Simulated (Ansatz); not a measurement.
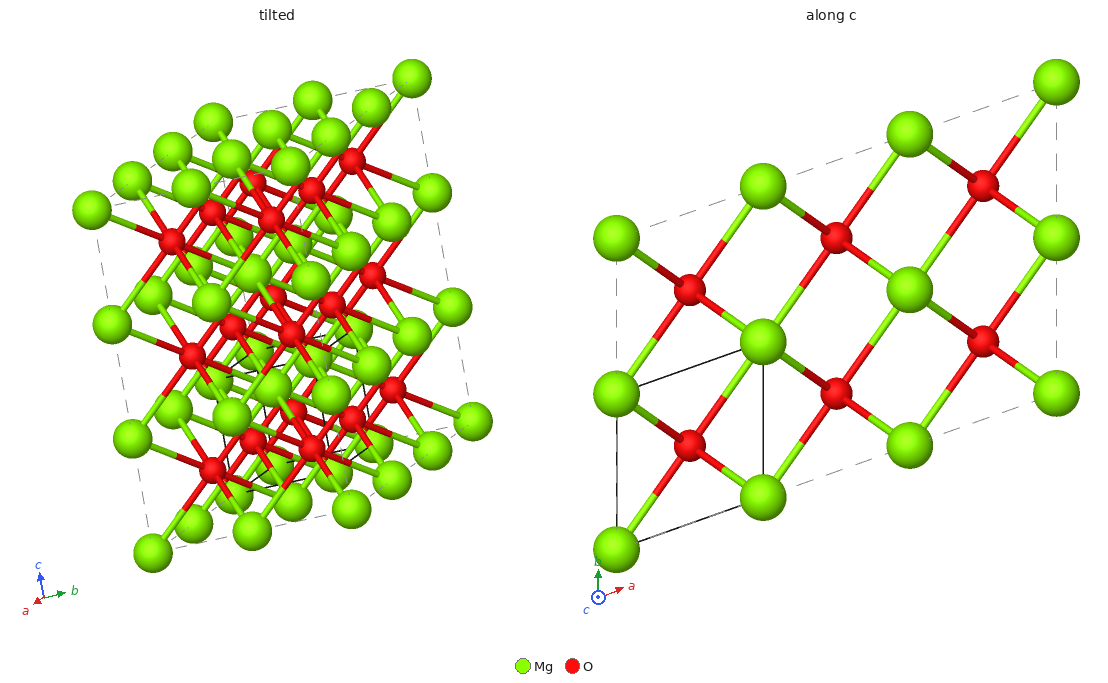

This ball-and-stick model is shown slightly off an axis and along the c axis. Shown are 3×2×3 repeats of the simulation cell, one of them outlined in solid lines.

Input used:
```yaml
crystal:
  lattice:
    - [0.0062156338, 2.1014458981, 2.1014458981]
    - [2.1014458981, 0.0062156338, 2.1014458981]
    - [2.1014458981, 2.1014458981, 0.0062156338]
  atoms:
    - { symbol: Mg, position: [0.0, 0.0, 0.0] }
    - { symbol: O, position: [0.5, 0.5, 0.5] }
kpoints:
  mp_grid: { grid: [10, 10, 10] }
  band_path:
    path:
      - [0.0, 0.0, 0.0]
      - [0.5, 0.0, 0.5]
      - [0.625, 0.25, 0.625]
      - [0.375, 0.375, 0.75]
      - [0.5, 0.5, 0.5]
      - [0.5, 0.25, 0.75]
    npoints: 1
hamiltonian:
  xc: r2scan
scf:
  occupations: { method: fixed }
  n_extra_bands: 4
output:
  forces: true
  stress: true
  eigenvalues: true
```

The calculation used Ansatz, DFT, r2SCAN, plane waves, PAW, with plane waves up to 500 eV, a 10×10×10 sampling of the Brillouin zone, no spin polarisation.

Q: Classify it as metallic or gapped, with the value.

A: An insulator at this level, with a gap of 5.73 eV, direct.

Q: Under what pressure is the structure?

A: The computed pressure is 0.9 GPa (compressed: it would expand).

The initial geometry was a structure type filled with these elements by a generator (whether the compound takes this form wasn't checked). The cell was then strained or its atoms displaced on purpose. A calculation with Ansatz used it as input.
